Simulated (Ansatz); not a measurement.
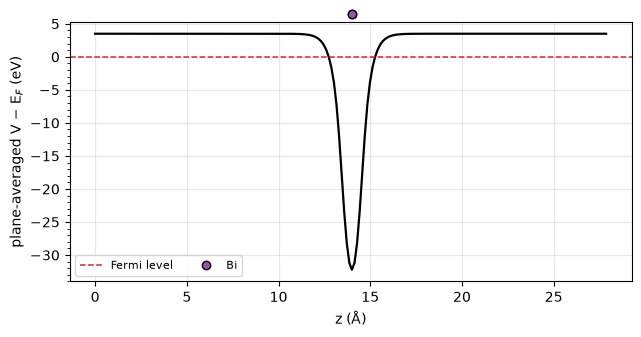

The picture shows: Bi (slab). Plane average of the electrostatic potential energy of an electron across the slab. Circles mark the heights of the atoms.

Theory: DFT LDA, scalar-relativistic, plane waves, PAW (Ansatz 0.2.0).

Core electrons are frozen (PAW), and the valence fields are smoothed inside the atomic spheres.

Input file:

```
crystal:
  lattice:
    - [3.945, 0.0, 0.0]
    - [-1.9725, 3.4164702179, 0.0]
    - [0.0, 0.0, 28.0]
  atoms:
    - { symbol: Bi, position: [0.3333333333, 0.6666666667, 0.5] }
    - { symbol: Bi, position: [0.6666666667, 0.3333333333, 0.5] }
  periodic: [true, true, false]
basis:
  ecutwfc: 420
kpoints:
  mp_grid: { grid: [9, 9, 1] }
hamiltonian:
  xc: lda
scf:
  occupations: { method: gaussian, width: 0.02 }
output:
  forces: true
  stress: true
  eigenvalues: true
  write_density: true
  write_potential: true
  elf: true
  volumetric_format: npy
```

Launched as:

```sh
ansatz run input.yaml --threads 1 --pin off --max-ram 3072MiB --backend cpu --events-out ev --progress --plain --runs-dir out
```

### How far below the vacuum level is the Fermi level?

The potential is flat in the vacuum, 3.49 eV above the Fermi level; this is the work function, the same on both faces.

### How thick is the slab, and how wide the vacuum?

The outermost nuclei are 0.0 Å apart, in 1 atomic plane; the vacuum between periodic images is 28.0 Å wide.
